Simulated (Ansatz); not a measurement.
# MoS₂: single-point calculation

The run: single-point calculation of MoS₂ (Cm, 9 atoms in the cell). Method and program: DFT PBEsol, scalar-relativistic, plane waves, PAW, no spin polarisation (Ansatz 0.2.0).

The structure derives from a Materials Project entry. It belongs to a series of runs on one base structure; here: strain +0.0375 x Voigt [0, 0, 0, 1, 0, 0], atoms carried along. Figures and captions count atoms from 1; the log counts them from 0 in places.

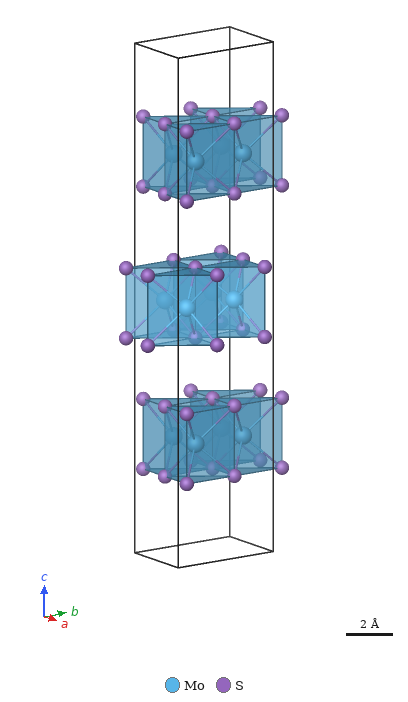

**Figure 1.** The input geometry (polyhedral view of the 2 × 2 repeat of the cell, with the vacuum cut short, seen slightly off an axis; polyhedra are completed across the faces of the cell). An atom can appear more than once, as a periodic image.

## Input file
```yaml
crystal:
  lattice:
    - [3.1407285108, 0.0, 0.0]
    - [-1.5703642554, 2.7199506767, 0.0509990752]
    - [0.0, 0.5252607468, 28.0139064959]
  atoms:
    - { symbol: Mo, position: [0.6666666667, 0.3333333333, 0.0] }
    - { symbol: Mo, position: [0.3333333333, 0.6666666667, 0.775531177] }
    - { symbol: Mo, position: [0.3333333333, 0.6666666667, 0.224468823] }
    - { symbol: S, position: [0.3333333333, 0.6666666667, 0.0556609006] }
    - { symbol: S, position: [0.6666666667, 0.3333333333, 0.8311968859] }
    - { symbol: S, position: [0.6666666667, 0.3333333333, 0.2800842459] }
    - { symbol: S, position: [0.3333333333, 0.6666666667, 0.9443390994] }
    - { symbol: S, position: [0.6666666667, 0.3333333333, 0.7199157541] }
    - { symbol: S, position: [0.6666666667, 0.3333333333, 0.1688031141] }
basis:
  ecutwfc: 420
kpoints:
  mp_grid: { grid: [12, 12, 1] }
hamiltonian:
  xc: pbesol
scf:
  occupations: { method: gaussian, width: 0.05 }
output:
  forces: true
  stress: true
  eigenvalues: true
  write_density: true
  write_potential: true
  elf: true
  volumetric_format: npy
```

Run as:
```bash
ansatz run input.yaml --threads 2 --pin off --max-ram 5120MiB --backend cpu --events-out ev --progress --plain --runs-dir out
```

## The program's output
```
Engine: ansatz 0.2.0, x86_64-unknown-linux-gnu
Pseudopotentials: kind: paw
Pseudopotential: Mo, paw, valence charge 14, recommended cutoff 420 eV (normal), Mo.paw.azcp
Pseudopotential: S, paw, valence charge 6, recommended cutoff 420 eV (normal), S.paw.azcp
Functional definition: PBEsol
  exchange = pbesol_x
  correlation = pbesol_c
Crystal: 9 atoms, lattice volume = 239.228 Å³
Basis set: ecut = 420 eV, 4629 PW (Γ), exchange–correlation on 48×48×384 points (8 copies of the dense FFT grid, shifted against one another)
Bands: 48, of which v1, the nominal top of the filled ones, is band 39 counted from 1 (38 counted from 0)
Symmetry: 2 space group operations
Space group: Cm (ITA 8), of the structure as read, at distance tolerance 6.2e-5 Å
k-points: 43 of 144 (time reversal used)
Non-local potential: Mo, projectors of the file, l = 0: 3, l = 1: 2, l = 2: 2, l = 3: 1
Non-local potential: S, projectors of the file, l = 0: 2, l = 1: 2, l = 2: 2
PAW form: soft (Blöchl's): semilocal exchange-correlation on the pseudo side does not see the compensation charge
PAW frozen core: Mo, regenerated for the run's functional, and the local potential with it (the file was generated under x = pbe(κ = 0.804, μ = 0.2195149727645171), c = pbe(β = 0.06672455060314922))
PAW frozen core: S, regenerated for the run's functional, and the local potential with it (the file was generated under x = pbe(κ = 0.804, μ = 0.2195149727645171), c = pbe(β = 0.06672455060314922))
PAW one-centre angular grid: Mo, 590 points (default); XC on 64 Gauss nodes
PAW one-centre angular grid: S, 110 points (default); XC on 64 Gauss nodes
Initial density: superposition of atomic densities (neutral atoms: chi_scale 0, normalization atom), corrected by the library's trained network
Initial wavefunctions: pseudopotential atomic-orbital guess
Functional: x = pbesol(κ = 0.804, μ = 0.12345679012345678), c = pbesol(β = 0.046)
SCF iter   1: F=—  HF=-20010.383558 eV  |F-HF|=—  |Δ(HF+E_count)|=         —  Δρ=5.89e-3  dr2=1.44e-1  ethr=1.77e-3  ⟨swp⟩=9.5  Hψ=10180  notcnv=0
preconditioner: auto → Resta (q_TF=auto, 2.263 Å⁻¹)  ε∞=6.1  [insulator: Δε(μ)=1.142 eV  Ē_g=7.823 eV  σ=0.050 eV  W_gap=1.00  n_scr=20 (ndim 8)  ℏωp=17.6 eV  f_vac=0.331  D(μ)=0.00/eV (n_scr^D=0)  ε∞_Penn≈6.1  vacuum switching on, ρ_ref=4.4e-3 e/Å³]
SCF iter   2: F=—  HF=-20010.380007 eV  |F-HF|=—  |Δ(HF+E_count)|=   3.55e-3  Δρ=3.19e-3  dr2=2.03e-2  ethr=1.85e-4  ⟨swp⟩=2.6  Hψ=3338  notcnv=0  defer=114
SCF iter   3: F=—  HF=-20010.381269 eV  |F-HF|=—  |Δ(HF+E_count)|=   1.26e-3  Δρ=1.73e-3  dr2=4.07e-3  ethr=2.61e-5  ⟨swp⟩=2.0  Hψ=2830  notcnv=0  defer=114
SCF iter   4: F=—  HF=-20010.382792 eV  |F-HF|=—  |Δ(HF+E_count)|=   1.52e-3  Δρ=7.18e-4  dr2=1.57e-3  ethr=5.22e-6  ⟨swp⟩=2.2  Hψ=3029  notcnv=0  defer=114
SCF iter   5: F=—  HF=-20010.382925 eV  |F-HF|=—  |Δ(HF+E_count)|=   1.33e-4  Δρ=1.78e-4  dr2=8.22e-5  ethr=2.02e-6  ⟨swp⟩=2.3  Hψ=2938  notcnv=0  defer=114
SCF iter   6: F=—  HF=-20010.382914 eV  |F-HF|=—  |Δ(HF+E_count)|=   1.12e-5  Δρ=3.75e-5  dr2=8.56e-6  ethr=1.05e-7  ⟨swp⟩=2.0  Hψ=3050  notcnv=0  defer=114
SCF iter   7: F=—  HF=-20010.382916 eV  |F-HF|=—  |Δ(HF+E_count)|=   2.23e-6  Δρ=1.39e-5  dr2=1.90e-6  ethr=1.10e-8  ⟨swp⟩=2.1  Hψ=3168  notcnv=0  defer=114
SCF iter   8: F=—  HF=-20010.382917 eV  |F-HF|=—  |Δ(HF+E_count)|=   4.11e-7  Δρ=1.59e-5  dr2=1.56e-6  ethr=2.44e-9  ⟨swp⟩=2.1  Hψ=2935  notcnv=0  defer=114
SCF iter   9: F=-20010.382916 eV  HF=-20010.382916 eV  |F-HF|=2.22e-8  |Δ(HF+E_count)|=   2.05e-7  Δρ=4.41e-6  dr2=8.70e-8  ethr=1.28e-10  ⟨swp⟩=15.9  Hψ=18790  notcnv=0
SCF 1 converged in 9 iterations: F = -20010.382916 eV  dr2 = 8.70e-8
  greatest PAW one-centre occupation: 0.999 electrons in one spin orbital (limit 2), on the Mo atom at site 0 (counted from 0), in its partial waves of l = 0
WARN: The output density's exchange-correlation potential varies sharply where the density is thin. Do not read a vacuum level from v_tot or v_xc, or from such a field of the output density. On a cell that repeats whose density bears no net charge and no dipole along the vacuum's axis use v_es (v_loc + v_h of the components); under efield.dipole_correction with no amplitude use v_es + v_field, which holds any external_charges[].barrier, or the levels of the report's work_function block, which leave it out; under a non-zero efield.amplitude the vacuum is tilted and has no level; on a cell that repeats and bears such a dipole with no correction it is tilted too, and efield.dipole_correction with no amplitude gives each side of its ramp a level where efield: is served; in a cell that repeats whose density bears a net charge (total_charge, or a fill off its count) it is curved and has none; of a slab under crystal.periodic whose density bears no net charge use v_es, which has a level on each side, short of where the two are joined; of another it falls or rises all the way out and has none; of a slab beside external_charges read slab_vacuum_level instead, which it has where they leave it neutral. The grid or the basis barely resolves most such structure, and the values can differ between equally converged runs; as a rule a tighter scf.convergence.dr2_threshold does not remove it. Where the density itself ripples (under the LDA too) a higher basis.ecutwfc lessens it. The files hold the spikes' plane waves up to the density's cutoff. Files: v_tot_of_output_density and the like, and their columns of v_z.tsv (output.write_potential); v_xc_of_output_density and the like, and their columns of v_comp_z.tsv (output.write_potential_components). Measured: with its Gaussian average of σ = 0.25 Å subtracted twice, the exchange-correlation potential is over 0.1 eV at 206 of the grid points where the equally averaged density (valence and model cores) is under 1e-3 e/Å³, and 0.300 eV at the most among them, at an averaged density of 6.5e-8 e/Å³. See output.write_potential in the manual, Limitations
SCF converged after 9 iterations
Free energy (F): -20010.382916 eV
Harris-Foulkes:  -20010.382916 eV  (|F-HF|=2.22e-8)
Internal energy: -20010.382916 eV  (E = F + TS)
E sigma→0 (E₀):  -20010.382916 eV
Fermi energy:    5.923911 eV
--- Per-component energies (eV) ---
  E_band       = -888.111604
  E_kinetic    = 1970.412851
  E_local      = -42695.214493  (includes V_loc(G=0)·N_el)
  E_nonlocal   = 604.361775
  E_hartree    = 20455.448237
  E_xc         = -1127.444648
  E_vxc        = -1214.230641  (∫ρ·V_xc dr)
  E_paw        = -12935.805924  (= ΣΔE_a)
  E_vpaw       = -464.289664  (= ΣTr[D̂ρ^β])
  E_aug_tail   = 0.000101  (compensation charges beyond the density's cutoff)
  E_ewald      = 13716.859589
  E_core_change = 0.999594  (= ΣΔE_core)
  E_smearing   = -0.000000  (= −TS)
  E_closure    = 0.000000  (closes the sum)
  Σ components = -20010.382916   (vs F -20010.382916, Δ=0.00e0)
--- Forces (eV/Å), atoms counted from 1 ---
  atom   1  Mo     0.00000000     0.05180569    -0.00212566
  atom   2  Mo    -0.00000000    -0.05077796     0.00212767
  atom   3  Mo    -0.00000000    -0.05331709     0.00217548
  atom   4  S     -0.00000000    -0.57655335     0.04458793
  atom   5  S     -0.00000000    -0.52246494     0.04369650
  atom   6  S     -0.00000000    -0.53679796     0.04652395
  atom   7  S      0.00000000     0.52176155    -0.04215779
  atom   8  S      0.00000000     0.58889718    -0.04867381
  atom   9  S      0.00000000     0.57744705    -0.04615247
  max |Σ_I F_I| component: 1.82e-6 eV/Å
--- Stress (GPa, compression-positive) ---
        0.140044       0.000000      -0.000000
        0.000000       0.248501      -3.583723
       -0.000000      -3.583723       0.240054
  P = ⅓ Tr σ = 0.2095 GPa (2.095 kbar)
--- Band table (eV; the first three rows and the last of 43) ---
  k-point 0: bands = ["-55.8656", "-55.8641", "-55.8641", "-30.0748", "-30.0735", "-30.0735", "-29.8090", "-29.8082", "-29.8074", "-29.8074", "-29.8065", "-29.8065", "-9.4820", "-9.4062", "-9.3333", "-8.1635", "-8.0302", "-7.9157", "-1.2840", "-0.9811", "-0.6638", "2.0924", "2.1828", "2.2001", "2.2059", "2.2097", "2.2120", "2.4141", "2.9476", "3.3472", "3.3569", "3.3594", "3.3718", "3.3780", "3.3820", "3.6906", "4.5151", "5.0125", "5.3358", "7.6403", "7.6518", "7.6782", "7.6899", "7.6929", "7.7049", "7.9970", "8.0086", "8.0419"]
  k-point 1: bands = ["-55.8626", "-55.8611", "-55.8611", "-30.0690", "-30.0676", "-30.0676", "-29.8389", "-29.8373", "-29.8373", "-29.8149", "-29.8133", "-29.8133", "-9.3721", "-9.2967", "-9.2241", "-8.1146", "-7.9852", "-7.8744", "-1.1610", "-0.8605", "-0.5429", "1.8654", "1.9467", "1.9621", "2.1403", "2.3166", "2.3218", "2.3255", "2.5152", "2.8178", "3.1886", "3.2025", "3.2140", "3.4816", "3.6300", "4.0067", "4.5125", "4.9451", "5.1949", "7.5079", "7.5116", "7.5375", "7.7102", "7.7440", "7.7764", "7.7765", "7.8164", "7.8395"]
  k-point 2: bands = ["-55.8543", "-55.8528", "-55.8528", "-30.0531", "-30.0518", "-30.0518", "-29.9195", "-29.9179", "-29.9179", "-29.8333", "-29.8317", "-29.8316", "-9.0586", "-8.9850", "-8.9138", "-7.9753", "-7.8571", "-7.7576", "-0.8460", "-0.5601", "-0.2510", "1.3566", "1.4048", "1.4318", "1.5859", "1.8681", "2.0800", "2.5908", "2.6021", "2.6117", "2.8214", "2.8382", "2.8525", "3.5014", "3.7071", "4.0425", "4.3944", "4.6193", "4.7413", "7.0488", "7.1846", "7.3993", "7.4967", "7.4986", "7.5648", "7.5914", "7.6225", "7.7837"]
  k-point 42: bands = ["-55.8202", "-55.8187", "-55.8187", "-30.1617", "-30.1601", "-30.1601", "-29.9980", "-29.9965", "-29.9965", "-29.9793", "-29.9779", "-29.9778", "-7.4517", "-7.4126", "-7.3732", "-7.2471", "-7.2029", "-7.1735", "-0.5343", "-0.4560", "-0.3862", "-0.2813", "-0.2409", "-0.2110", "1.0660", "1.1160", "1.1935", "1.3549", "1.5680", "1.7235", "1.7867", "1.8697", "1.9402", "3.0887", "3.1761", "3.2711", "4.3021", "4.3357", "4.3605", "6.8828", "7.0807", "7.2764", "7.6212", "7.7672", "7.7957", "7.8893", "8.0695", "8.2821"]
```

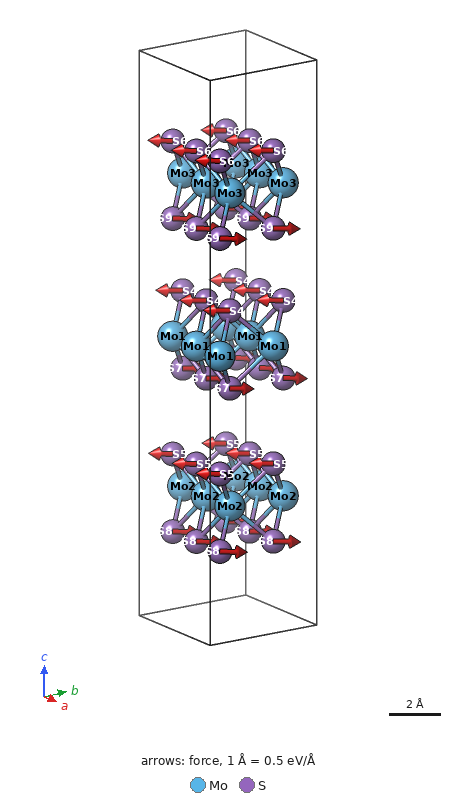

**Figure 2.** Forces on the atoms as red arrows (ball-and-stick view of the 3 × 2 repeat of the cell, with the vacuum cut short, seen slightly off an axis; atoms are numbered from 1 in the order of the input). The largest act on S8 (0.59 eV/Å); S4, S9 (0.58 eV/Å); S6 (0.54 eV/Å); S5, S7 (0.52 eV/Å). The geometry is not a stationary point of this energy.

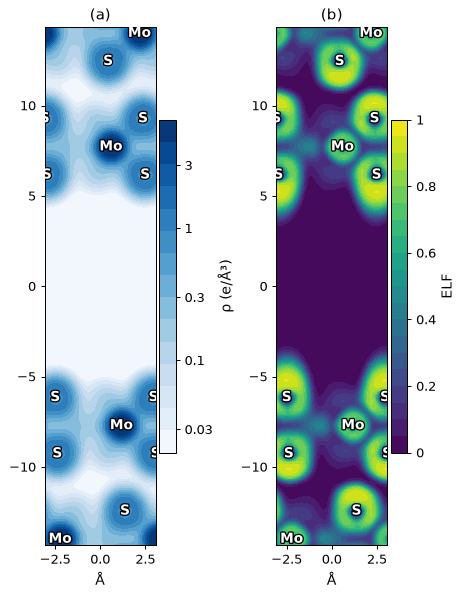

**Figure 3.** (a) valence pseudo-density; (b) electron localisation function on the (010) plane of the conventional cell. Atoms in the plane: Mo and S. Mo–S (2.35 Å): the density is about 0.68 e/Å³ at the midpoint; the ELF is about 0.45 at the midpoint. Mo–S (2.44 Å): ρ is about 0.57 e/Å³ halfway; the ELF is about 0.45 at the midpoint. The density dies away to nearly zero in the voids. The strong features right at Mo lie inside the PAW spheres (semicore, d or f shells) and say nothing about bonding. In a PAW calculation such maps are meaningful between the atoms, not at the nuclei.

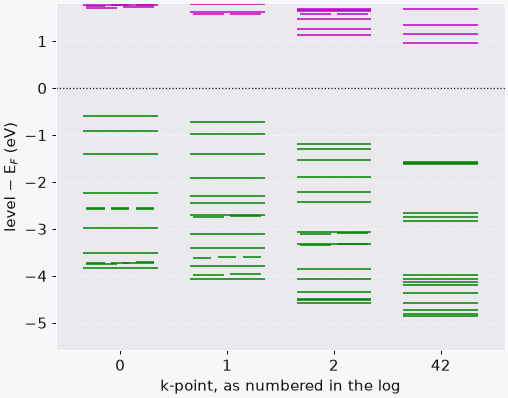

**Figure 4.** Kohn–Sham levels near the Fermi level (dotted) at the few k-points that the log prints; levels within 0.02 eV of each other stand side by side. Among these points the highest filled and lowest empty levels are 1.55 eV apart; the gap on the full mesh, 1.18 eV, has an edge at a point that isn't printed.

## Summary

| quantity | value |
| --- | --- |
| outcome | converged |
| space group (tolerance 0.01 Å) | Cm (8) |
| electrons treated | 78 |
| free energy | −20010.3829 eV |
| Fermi energy | 5.924 eV |
| gap on the k-point mesh | 1.18 eV |
| pressure | 0.21 GPa |
| largest force (length of the vector) | 0.591 eV/Å |
| hardware | 2 threads of Intel Xeon @ 2.50GHz (Skylake/Cascade Lake), 189 GiB of memory available, shared host |
| wall time | 54 s (CPU time 1.8 min) |
| peak memory | 0.7 GiB |

## Notes

The program warns: the exchange-correlation potential is rough where the density is thin.
